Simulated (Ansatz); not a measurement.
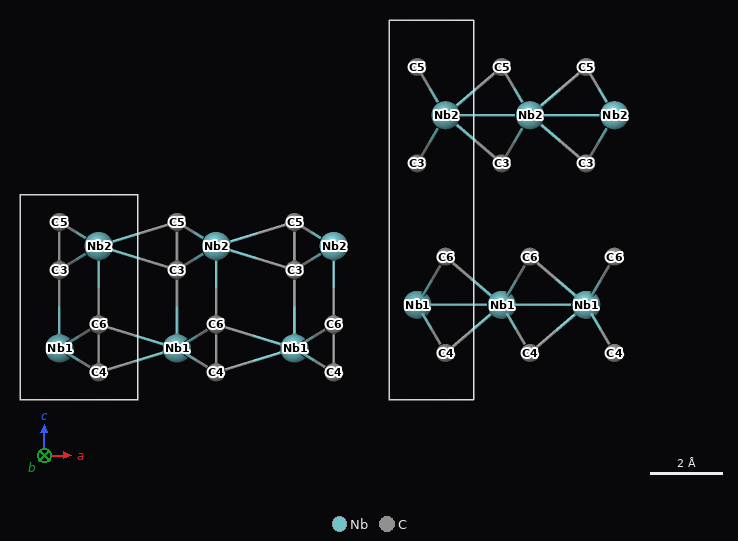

Two geometries of crystalline NbC₂ (a generated structure, set up in P6_3/mmc) (coarse preliminary run), drawn at one scale. One is the start of a relaxation, the other its converged end. Style: ball-and-stick. Shown: the cell of the calculation, repeated 3 × 1 × 1 with one cell outlined, along the b axis.

Method: Ansatz 0.2.0, DFT PBE, scalar-relativistic, plane waves, PAW. (plane-wave cutoff 420 eV; k-point mesh 6 × 6 × 2; occupations gaussian; smearing width 0.1 eV; no spin polarisation; cell and atoms relaxed; force threshold 0.04 eV/Å; at most 70 steps)

> Which of the two is the end point?

The left one is the relaxed one. The largest moves relative to the cell, 0.057 Å, are those of C3, C4, C5 and C6. C5 goes along −c. Nb stays in place. The volume changes by +4.7 %, with a = b 2.733 → 3.804 Å (+39.2 %), c 10.627 → 5.741 Å (−46.0 %). Near-neighbour distances that change, for instance: Nb1–C3 3.964 → 2.199 Å, C3–C5 2.699 → 1.343 Å, Nb1–Nb1 2.733 → 3.804 Å, Nb1–C4 2.076 → 2.296 Å. New bonds form: C3–C5 (2.70 → 1.34 Å), C4–C6 (2.70 → 1.34 Å), Nb1–C3 (3.96 → 2.20 Å), Nb1–C5 (3.96 → 2.20 Å). Among the angles between lasting bonds that change: Nb1–C4–Nb1 82.3° → 111.8°, C4–Nb1–C4 82.3° → 111.8°, C4–Nb1–C6 135.3° → 122.9°. The space group stays P6_3/mmc (No. 194). After 20 accepted moves (23 points after the start) the energy has fallen by 11.811 eV per cell of the calculation. Largest force component: 0.76 eV/Å at the start, 0.0028 eV/Å at the end. The pressure goes from 46.06 to 0.26 GPa. The line search rejected the trial step at point 6 of the run. At 2 points the geometry stayed and the basis and grid were re-selected for the new cell (energy shift of 1.265 eV per cell of the calculation at most each time).

Limits of the set-up: the k-point mesh is coarse for a cell with partly filled bands.
